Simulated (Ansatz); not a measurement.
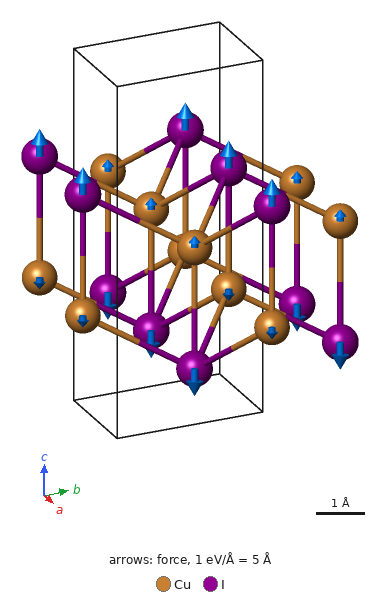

Starting geometry of a crystal of CuI (built on the database structure type) with the computed forces as blue arrows. The picture is a ball-and-stick view of the cell of the calculation, repeated 2 × 1 × 1 with one cell outlined, seen from a free direction.

The calculation used Ansatz 0.2.0, DFT, PBE-D3(BJ), plane waves, PAW. Settings: plane-wave cutoff 420 eV; k-point mesh 6 × 6 × 4; occupations fermi dirac; smearing width 0.02 eV; no spin polarisation; cell and atoms relaxed; force threshold 0.005 eV/Å.

### What follows when this structure is relaxed?

It isn't relaxed: the largest force vector, on I atoms, is 0.12 eV/Å. The atoms end up moving mostly along the starting forces (cosine between the two patterns 0.99). The energy falls by 10.0 meV per atom in 4 accepted moves (5 points after the start). The largest force component goes from 0.12 to 0.0033 eV/Å. Pressure: −0.92 GPa at the start and −0.01 GPa at the end. At 1 point the geometry stayed and the basis and grid were re-selected for the new cell (energy shift of 0.7 meV per atom at most each time). The largest moves relative to the cell, 0.11 Å, are those of I atoms. By element the largest moves are I 0.11 Å, Cu 0.03 Å. The drawn cell changes as follows: a = b 4.129 → 4.074 Å (−1.3 %), c 7.478 → 7.106 Å (−5.0 %); the volume changes by −7.5 %. Among the contacts that change: Cu–I 2.683 → 2.666 Å, Cu–I 2.578 → 2.590 Å. The space group stays P-3m1 (No. 164).
